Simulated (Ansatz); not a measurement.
AlRu

```
CELL_PARAMETERS angstrom
3.01689 0.00000 0.00000
0.00000 3.01689 0.00000
0.00000 0.00000 3.01689
ATOMIC_POSITIONS crystal
Ru 0.50000 0.50000 0.50000
Al 0.00000 0.00000 0.00000
```

Space group Pm-3m.

These are results of Kohn-Sham DFT of a periodic cell, revPBE, Ansatz PAW in Ansatz 0.2.0, not measurements.

**Predict the valence pseudo-density and electron localisation function between the atoms.**

Al–Ru (2.61 Å): the density is about 0.34 e/Å³ at the midpoint; the ELF is about 0.35 at the midpoint.

**Does the calculation give a band gap?**

It is metallic or semimetallic at this level of theory: no gap opens.

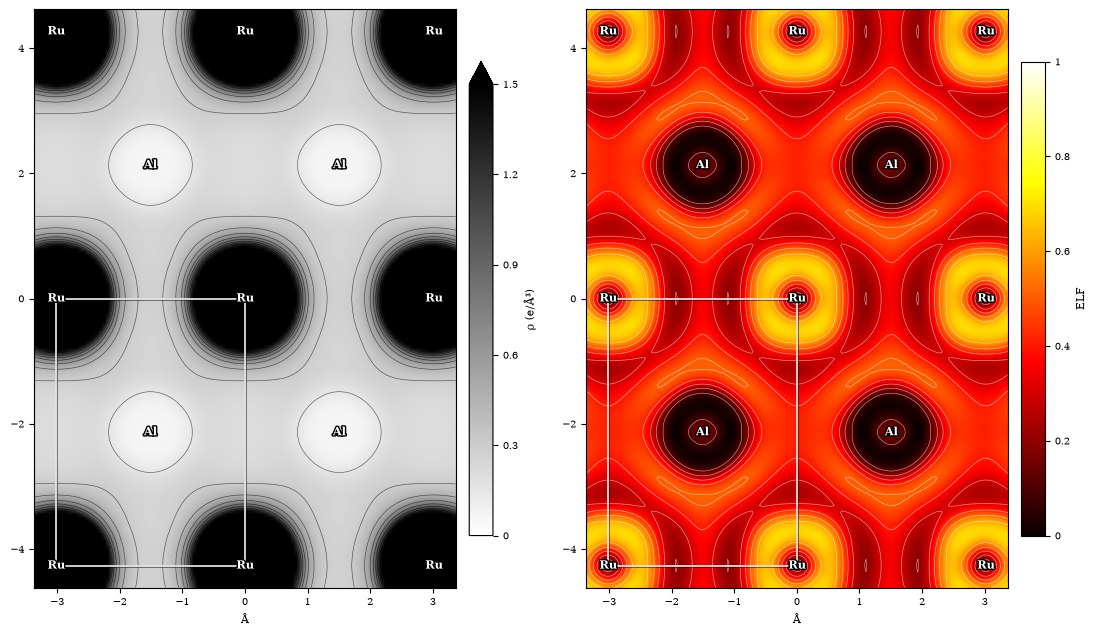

Computed valence pseudo-density and electron localisation function on the (101̄) plane of the conventional cell, in this order. 
